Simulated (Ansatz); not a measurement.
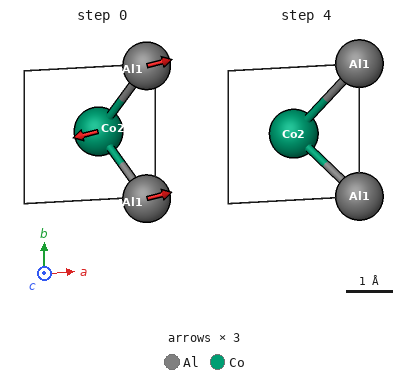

The structure of crystalline AlCo (set up in P1) before (left) and after (right) a relaxation, at one scale. The red arrows give the displacements, 3 times their true length.

The picture is a ball-and-stick view of the cell of the calculation, seen along the c axis.

Case: all atoms moved at random, sigma 0.25 Å for each component, cell strained at random, sigma 0.03; relaxed back.

Computed with DFT PBEsol, scalar-relativistic, plane waves, PAW (Ansatz 0.2.0).

Input file:
```yaml
crystal:
  lattice:
    - [2.8740464231, 0.0820321147, 0.0560755029]
    - [0.0820321147, 2.9036012693, 0.0676582323]
    - [0.0560755029, 0.0676582323, 2.6106937586]
  atoms:
    - { symbol: Al, position: [-0.0668244271, -0.0131771631, 0.006465285] }
    - { symbol: Co, position: [0.5668244271, 0.5131771631, 0.493534715] }
basis:
  ecutwfc: 420
kpoints:
  mp_grid: { grid: [12, 12, 12] }
hamiltonian:
  xc: pbesol
scf:
  occupations: { method: gaussian, width: 0.15 }
output:
  forces: true
  stress: true
  eigenvalues: true
relax:
  adjacent_minimum: "off"
  f_tol: 0.01
  max_steps: 80
```

Run as
```bash
ansatz run input.yaml --threads 2 --pin off --max-ram 5120MiB --backend cpu --events-out ev --progress --plain --runs-dir out
```

Describe what moved and what it gained.

Answer. The largest moves, 0.20 Å, are those of Al1 and Co2. Al1 goes roughly along [3 1 0]. By element the largest moves are Al 0.20 Å, Co 0.20 Å. The lattice vectors keep their values. Among the contacts that change: Al1–Co2 2.714 → 2.404 Å, Al1–Co2 (another image) 2.826 → 2.543 Å, Al1–Co2 (another image) 2.122 → 2.404 Å, Al1–Co2 (another image) 2.295 → 2.543 Å. Within 0.06 Å the space group is P1 at the start and C2/m at the end; at a tighter tolerance small leftover displacements or strains of the cell lower it. After 3 accepted moves (4 points after the start) the energy has fallen by 324 meV per atom. Largest force component: 3.3 eV/Å at the start, 0.00014 eV/Å at the end. 1 step only repeated the SCF at the same geometry.

Limits of the set-up: an element that often carries a moment was run without spin polarisation.
